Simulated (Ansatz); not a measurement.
**Geometry relaxation, with input and output: B3N2 (part 1 of 3)**

The run: geometry relaxation of B3N2 (5 atoms in the cell). Method and program: DFT PBE, scalar-relativistic, plane waves, PAW, no spin polarisation (Ansatz 0.2.0).

The structure was made by a generator, so it may or may not be a known phase. Figures and captions count atoms from 1; the log counts them from 0 in places.

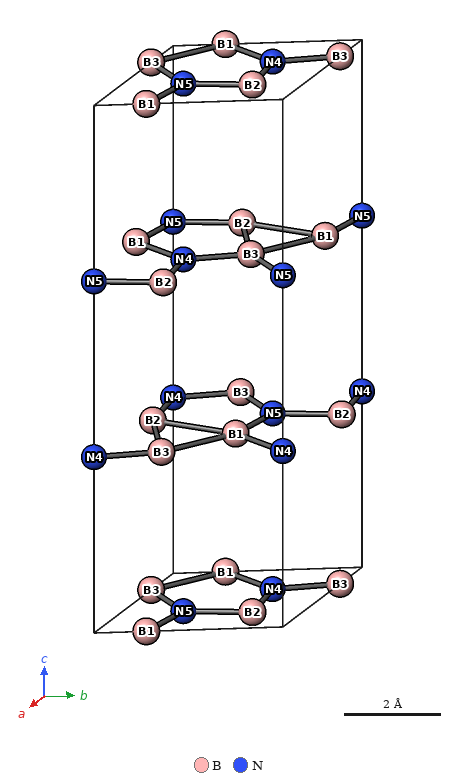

The starting structure (ball-and-stick view of the cell 3 times as large as that of the calculation, set on its symmetry axes, seen at an oblique angle; atoms are numbered from 1 in the order of the input). An atom can appear more than once, as a periodic image.

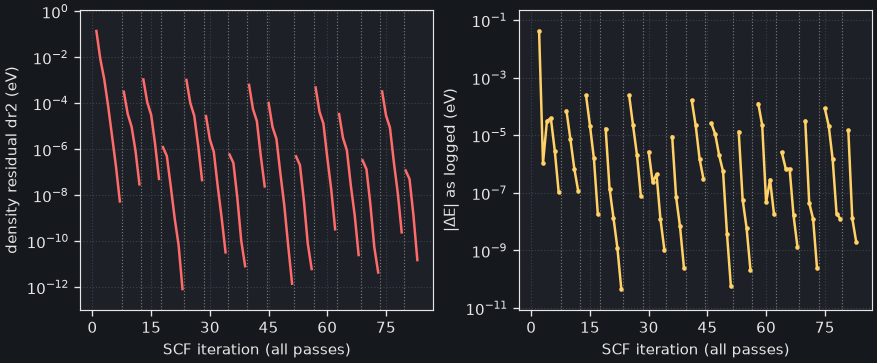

Convergence of the self-consistent field: density residual dr2 and size of the energy change against the SCF iteration. The dotted lines part the SCF passes of the relaxation: geometry steps, rejected trials and re-solves on a re-selected basis. The 15 passes take 4 to 7 iterations each, 83 in all.

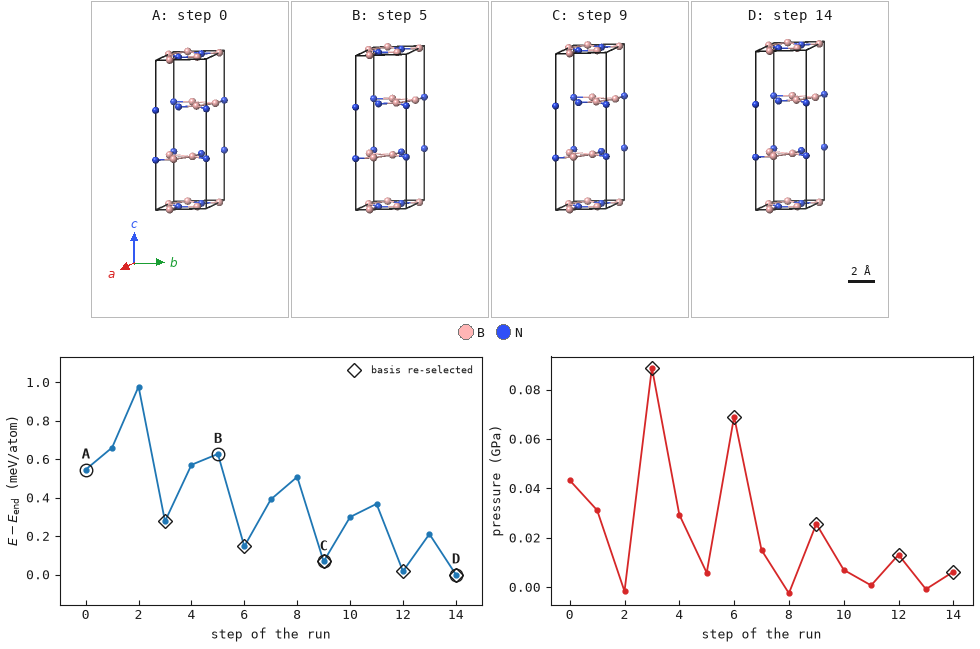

Frames of the relaxation (ball-and-stick view of the cell 3 times as large as that of the calculation, set on its symmetry axes, seen slightly off an axis) above the curves, on which the letters mark them (the first geometry is step 0 here and step 1 in the log).

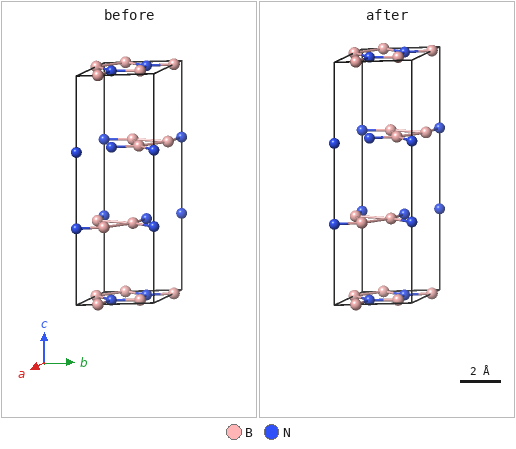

Before (left) and after (right) the relaxation, at one scale (ball-and-stick view of the cell 3 times as large as that of the calculation, set on its symmetry axes, seen slightly off an axis). After 9 geometry steps the energy has fallen by 0.3 meV per atom. The largest force component goes from 0.0029 to 0.00031 eV/Å. The pressure goes from 0.04 to 0.01 GPa. 4 further SCFs at an unchanged geometry re-selected the plane-wave basis for the new cell. The atoms keep their places relative to the cell (all moves are under 0.005 Å). The drawn cell changes as follows: a = b 3.967 → 3.966 Å (0.0 %), c 11.756 → 12.457 Å (+6.0 %); the volume changes by +5.9 %. The space group stays R32 (No. 155). The energy change given includes the shifts at the re-selections in mid-walk, which come without any move. A last SCF at the same geometry on a re-selected plane-wave basis shifts the energy by −0.2 meV per atom. (Atoms are counted from 1 in the order of the input.)

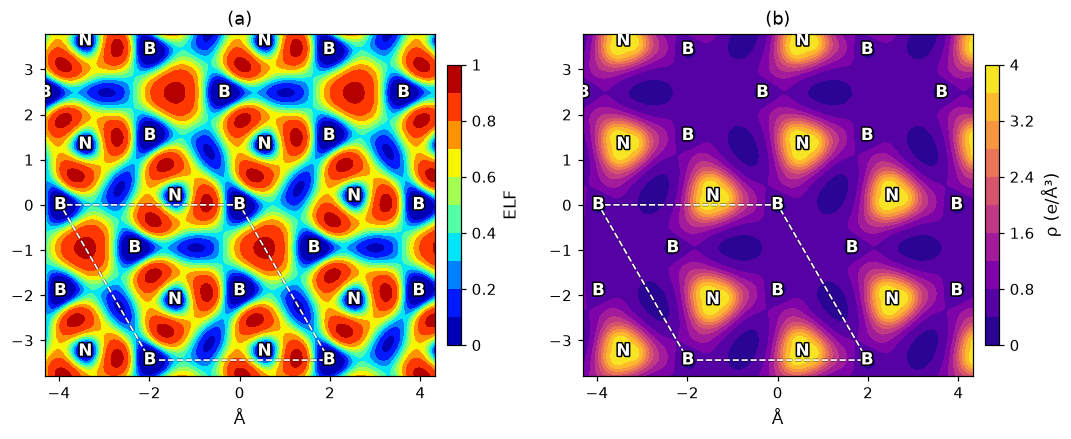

(a) ELF; (b) valence pseudo-density on the (001) plane of the conventional cell. The section cuts through B and N sites. Away from the nuclei the density in this plane falls to 0.25 e/Å³ at its lowest. The fields are those of the smooth PAW valence density.

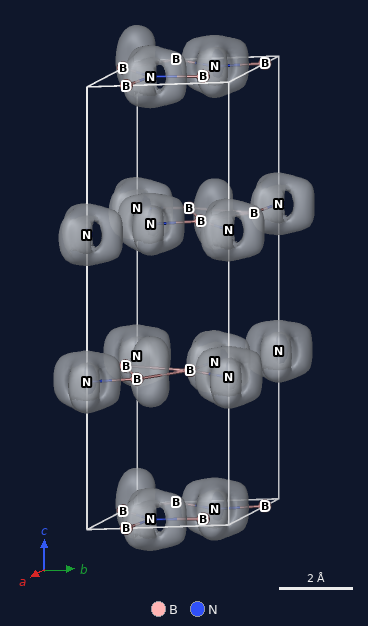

Isosurface of the electron localisation function at 0.75 (grey), seen slightly off an axis. Core shells and regions of very low density are left out. Sticks mark near contacts. The outline is the cell set on symmetry axes. Values along the shortest contacts: B–B (1.90 Å): the ELF peaks at about 0.80 between the atoms (a covalent bond).

The input and output of the run follow.

## Input
```yaml
crystal:
  lattice:
    - [1.9833980073, 1.1451153734, 3.9188230086]
    - [-1.9833980073, 1.1451153734, 3.9188230086]
    - [0.0, -2.2902307469, 3.9188230086]
  atoms:
    - { symbol: B, position: [0.0, 0.2770450144, 0.7229549856] }
    - { symbol: B, position: [0.7229549856, 0.0, 0.2770450144] }
    - { symbol: B, position: [0.2770450144, 0.7229549856, 0.0] }
    - { symbol: "N", position: [0.3334493516, 0.3334493516, 0.3334493516] }
    - { symbol: "N", position: [0.6665506484, 0.6665506484, 0.6665506484] }
basis:
  ecutwfc: 420
kpoints:
  mp_grid: { grid: [12, 12, 12] }
hamiltonian:
  xc: pbe
scf:
  occupations: { method: gaussian, width: 0.1 }
output:
  forces: true
  stress: true
  eigenvalues: true
  write_density: true
  write_potential: true
  elf: true
  volumetric_format: npy
relax:
  adjacent_minimum: "off"
  f_tol: 0.01
  max_steps: 80
  cell: { stress_tol: 0.05 }
```

Run as:
```bash
ansatz run input.yaml --threads 1 --pin off --max-ram 2560MiB --backend cpu --events-out ev --progress --plain --runs-dir out
```

## Output
```
Engine: ansatz 0.2.0, x86_64-unknown-linux-gnu
Pseudopotentials: kind: paw
Pseudopotential: B, paw, valence charge 3, recommended cutoff 420 eV (normal), B.paw.azcp
Pseudopotential: N, paw, valence charge 5, recommended cutoff 420 eV (normal), N.paw.azcp
Functional definition: PBE
  parameter kappa = 0.804
  parameter beta = 0.06672455060314922
  exchange = pbe_x(kappa = kappa, mu = beta*pi^2/3)
  correlation = pbe_c(beta = beta)
Crystal: 5 atoms, lattice volume = 53.403 Å³
Basis set: ecut = 420 eV, 1039 PW (Γ), exchange–correlation on 64×64×64 points (8 copies of the dense FFT grid, shifted against one another)
Bands: 15, of which v1, the nominal top of the filled ones, is band 10 counted from 1 (9 counted from 0)
Symmetry: 6 space group operations
Space group: R32 (ITA 155), of the structure as read, at distance tolerance 3.8e-5 Å
k-points: 189 of 1728 (time reversal used)
Non-local potential: B, projectors of the file, l = 0: 2, l = 1: 2, l = 2: 1
Non-local potential: N, projectors of the file, l = 0: 2, l = 1: 2, l = 2: 1
PAW form: soft (Blöchl's): semilocal exchange-correlation on the pseudo side does not see the compensation charge
PAW one-centre angular grid: B, 110 points (default); XC on 64 Gauss nodes
PAW one-centre angular grid: N, 110 points (default); XC on 64 Gauss nodes
Initial density: superposition of atomic densities (neutral atoms: chi_scale 0, normalization atom), corrected by the library's trained network
Initial wavefunctions: pseudopotential atomic-orbital guess
Functional: x = pbe(κ = 0.804, μ = 0.2195149727645171), c = pbe(β = 0.06672455060314922)
SCF iter   1: F=—  HF=-1237.193169 eV  |F-HF|=—  |Δ(HF+E_count)|=         —  Δρ=1.68e-2  dr2=1.38e-1  ethr=1.77e-3  ⟨swp⟩=6.3  Hψ=16859  notcnv=0
preconditioner: auto → LDOS  [metal: Δε(μ)=0.020 eV  Ē_g=13.464 eV  σ=0.100 eV  W_gap=0.11  n_scr=14 (ndim 8)  ℏωp=22.1 eV  f_vac=0.121  D(μ)=1.11/eV (n_scr^D=8)  β→1.0]
SCF iter   2: F=—  HF=-1237.151380 eV  |F-HF|=—  |Δ(HF+E_count)|=   4.18e-2  Δρ=4.83e-3  dr2=8.38e-3  ethr=7.26e-4  ⟨swp⟩=2.9  Hψ=6926  notcnv=0  defer=198
SCF iter   3: F=—  HF=-1237.151379 eV  |F-HF|=—  |Δ(HF+E_count)|=   1.09e-6  Δρ=1.48e-3  dr2=1.12e-3  ethr=4.41e-5  ⟨swp⟩=2.0  Hψ=5182  notcnv=0  defer=198
SCF iter   4: F=—  HF=-1237.151348 eV  |F-HF|=—  |Δ(HF+E_count)|=   3.10e-5  Δρ=3.79e-4  dr2=7.58e-5  ethr=5.89e-6  ⟨swp⟩=2.0  Hψ=4219  notcnv=0  defer=198
SCF iter   5: F=—  HF=-1237.151388 eV  |F-HF|=—  |Δ(HF+E_count)|=   3.98e-5  Δρ=7.79e-5  dr2=3.75e-6  ethr=3.99e-7  ⟨swp⟩=2.6  Hψ=4290  notcnv=0  defer=198
SCF iter   6: F=—  HF=-1237.151391 eV  |F-HF|=—  |Δ(HF+E_count)|=   2.95e-6  Δρ=1.73e-5  dr2=1.79e-7  ethr=1.97e-8  ⟨swp⟩=2.5  Hψ=4280  notcnv=0  defer=198
SCF iter   7: F=-1237.151391 eV  HF=-1237.151391 eV  |F-HF|=1.43e-9  |Δ(HF+E_count)|=   1.07e-7  Δρ=3.15e-6  dr2=5.29e-9  ethr=5.26e-10  ⟨swp⟩=13.4  Hψ=20092  notcnv=0
SCF 1 converged in 7 iterations: F = -1237.151391 eV  dr2 = 5.29e-9
  greatest PAW one-centre occupation: 0.802 electrons in one spin orbital (limit 2), on the N atom at site 4 (counted from 0), in its partial waves of l = 0
relax step   1: F+E_penalty+E_count = -1237.15139114 eV  Δ(F+E_penalty+E_count) = +0.000e0 eV  max|allowed force component| = 2.941e-3 eV/Å  Δτ_max = 0.0000 Å  P = +0.043 GPa  Ω = 53.403 Å³  (7 SCF iters, dr2 threshold 1.00e-7 eV, accepted)
Crystal: 5 atoms, lattice volume = 53.738 Å³
Initial density: handed on by an earlier stage of this run
Initial wavefunctions: those handed on with the density
iter 1 solved again at ethr=2.39e-6 eV; its pass at ethr=3.10e-3 eV (dr2=4.54e-4 eV) is discarded
SCF iter   1: F=—  HF=-1237.150881 eV  |F-HF|=—  |Δ(HF+E_count)|=         —  Δρ=5.94e-4  dr2=3.15e-4  ethr=2.39e-6  ⟨swp⟩=2.6  Hψ=21146  notcnv=0
preconditioner: auto → LDOS  [metal: Δε(μ)=0.012 eV  Ē_g=13.553 eV  σ=0.100 eV  W_gap=0.07  n_scr=14 (ndim 8)  ℏωp=22.1 eV  f_vac=0.127  D(μ)=1.17/eV (n_scr^D=8)  β→1.0]
SCF iter   2: F=—  HF=-1237.150811 eV  |F-HF|=—  |Δ(HF+E_count)|=   6.99e-5  Δρ=3.06e-4  dr2=3.45e-5  ethr=1.66e-6  ⟨swp⟩=2.0  Hψ=4446  notcnv=0
SCF iter   3: F=—  HF=-1237.150819 eV  |F-HF|=—  |Δ(HF+E_count)|=   7.19e-6  Δρ=1.37e-4  dr2=9.37e-6  ethr=1.82e-7  ⟨swp⟩=2.0  Hψ=4467  notcnv=0
SCF iter   4: F=—  HF=-1237.150818 eV  |F-HF|=—  |Δ(HF+E_count)|=   6.89e-7  Δρ=3.11e-5  dr2=8.34e-7  ethr=4.93e-8  ⟨swp⟩=2.9  Hψ=4763  notcnv=0
SCF iter   5: F=-1237.150818 eV  HF=-1237.150818 eV  |F-HF|=8.46e-10  |Δ(HF+E_count)|=   1.15e-7  Δρ=6.01e-6  dr2=2.93e-8  ethr=9.74e-10  ⟨swp⟩=9.7  Hψ=20482  notcnv=0
SCF 2 converged in 5 iterations: F = -1237.150818 eV  dr2 = 2.93e-8
relax step   2: F+E_penalty+E_count = -1237.15081773 eV  Δ(F+E_penalty+E_count) = +5.734e-4 eV  max|allowed force component| = 1.497e-3 eV/Å  Δτ_max = 0.0003 Å  P = +0.031 GPa  Ω = 53.738 Å³  energy of the carried Pulay correction = -1.055e-3 eV  (5 SCF iters, dr2 threshold 1.85e-7 eV, accepted)
Crystal: 5 atoms, lattice volume = 54.354 Å³
Basis set: ecut = 420 eV, 1075 PW (Γ), exchange–correlation on 64×64×64 points (8 copies of the dense FFT grid, shifted against one another)
iter 1 solved again at ethr=5.65e-6 eV; its pass at ethr=3.10e-3 eV (dr2=1.07e-3 eV) is discarded
SCF iter   1: F=—  HF=-1237.149454 eV  |F-HF|=—  |Δ(HF+E_count)|=         —  Δρ=1.08e-3  dr2=1.08e-3  ethr=5.65e-6  ⟨swp⟩=2.3  Hψ=22511  notcnv=0
preconditioner: auto → LDOS  [metal: Δε(μ)=0.006 eV  Ē_g=13.533 eV  σ=0.100 eV  W_gap=0.04  n_scr=14 (ndim 8)  ℏωp=22.0 eV  f_vac=0.146  D(μ)=1.21/eV (n_scr^D=8)  β→1.0]
SCF iter   2: F=—  HF=-1237.149212 eV  |F-HF|=—  |Δ(HF+E_count)|=   2.42e-4  Δρ=5.46e-4  dr2=1.09e-4  ethr=5.65e-6  ⟨swp⟩=2.0  Hψ=4389  notcnv=0
SCF iter   3: F=—  HF=-1237.149234 eV  |F-HF|=—  |Δ(HF+E_count)|=   2.14e-5  Δρ=2.46e-4  dr2=3.06e-5  ethr=5.76e-7  ⟨swp⟩=2.0  Hψ=4459  notcnv=0
SCF iter   4: F=—  HF=-1237.149232 eV  |F-HF|=—  |Δ(HF+E_count)|=   1.58e-6  Δρ=4.07e-5  dr2=1.65e-6  ethr=1.61e-7  ⟨swp⟩=2.7  Hψ=4891  notcnv=0
SCF iter   5: F=-1237.149232 eV  HF=-1237.149232 eV  |F-HF|=3.04e-8  |Δ(HF+E_count)|=   1.86e-8  Δρ=8.07e-6  dr2=5.04e-8  ethr=4.09e-10  ⟨swp⟩=7.7  Hψ=20791  notcnv=0
SCF 3 converged in 5 iterations: F = -1237.149232 eV  dr2 = 5.04e-8
relax step   3: F+E_penalty+E_count = -1237.14923218 eV  Δ(F+E_penalty+E_count) = +1.586e-3 eV  max|allowed force component| = 6.461e-4 eV/Å  Δτ_max = 0.0004 Å  P = -0.002 GPa  Ω = 54.354 Å³  energy of the carried Pulay correction = -2.982e-3 eV  (5 SCF iters, dr2 threshold 7.77e-8 eV, accepted)
Initial wavefunctions: pseudopotential atomic-orbital guess (no wavefunctions were taken with the density)
iter 1 solved again at ethr=3.07e-8 eV; its pass at ethr=3.10e-3 eV (dr2=5.83e-6 eV) is discarded
SCF iter   1: F=—  HF=-1237.152720 eV  |F-HF|=—  |Δ(HF+E_count)|=         —  Δρ=1.30e-4  dr2=1.22e-6  ethr=3.07e-8  ⟨swp⟩=3.7  Hψ=26059  notcnv=0
preconditioner: auto → LDOS  [metal: Δε(μ)=0.003 eV  Ē_g=13.544 eV  σ=0.100 eV  W_gap=0.02  n_scr=14 (ndim 8)  ℏωp=22.0 eV  f_vac=0.139  D(μ)=1.22/eV (n_scr^D=8)  β→1.0]
SCF iter   2: F=—  HF=-1237.152737 eV  |F-HF|=—  |Δ(HF+E_count)|=   1.69e-5  Δρ=3.47e-5  dr2=5.03e-7  ethr=6.42e-9  ⟨swp⟩=2.0  Hψ=4629  notcnv=0
SCF iter   3: F=—  HF=-1237.152737 eV  |F-HF|=—  |Δ(HF+E_count)|=   1.42e-7  Δρ=9.01e-6  dr2=2.41e-8  ethr=2.64e-9  ⟨swp⟩=2.0  Hψ=4499  notcnv=0
SCF iter   4: F=—  HF=-1237.152737 eV  |F-HF|=—  |Δ(HF+E_count)|=   1.36e-8  Δρ=1.49e-6  dr2=9.81e-10  ethr=1.27e-10  ⟨swp⟩=2.3  Hψ=4452  notcnv=0
SCF iter   5: F=—  HF=-1237.152737 eV  |F-HF|=—  |Δ(HF+E_count)|=   1.24e-9  Δρ=2.92e-7  dr2=6.78e-11  ethr=5.16e-12  ⟨swp⟩=2.3  Hψ=4437  notcnv=0
SCF iter   6: F=-1237.152737 eV  HF=-1237.152737 eV  |F-HF|=4.55e-13  |Δ(HF+E_count)|=  4.59e-11  Δρ=3.76e-8  dr2=8.17e-13  ethr=1.00e-12  ⟨swp⟩=6.4  Hψ=12258  notcnv=0
SCF 4 converged in 6 iterations: F = -1237.152737 eV  dr2 = 8.17e-13
relax step   4: F+E_penalty+E_count = -1237.15273703 eV  Δ(F+E_penalty+E_count) = -3.505e-3 eV  max|allowed force component| = 6.639e-4 eV/Å  Δτ_max = 0.0000 Å  P = +0.089 GPa  Ω = 54.354 Å³  stress off target by 1.75e-1 GPa  SCF on the basis re-selected at this cell (its energy is not comparable with the rows above)  (6 SCF iters)
basis re-selected at this cell: Δ(F+E_penalty+E_count) = -3.505e-3 eV, ΔP = +0.091 GPa vs the last step (what re-selecting the basis moved, of the pressure what is left beyond the Pulay correction that the steps carried, after the strain that the cell walked since its last selection, with what the two solves' SCF thresholds leave and, on support functions, any second-order correction that the steps lacked; it is no measure of the basis error at this ecutwfc). This SCF's stress stands 1.75e-1 GPa from its target on what of the cell is left free (relax.cell.stress_tol is 5.00e-2 GPa) and its largest allowed force component is 6.64e-4 eV/Å (relax.f_tol is 1.00e-2 eV/Å): not within both, so this SCF does not close the relaxation
Crystal: 5 atoms, lattice volume = 54.955 Å³
iter 1 solved again at ethr=5.52e-6 eV; its pass at ethr=3.10e-3 eV (dr2=1.05e-3 eV) is discarded
```
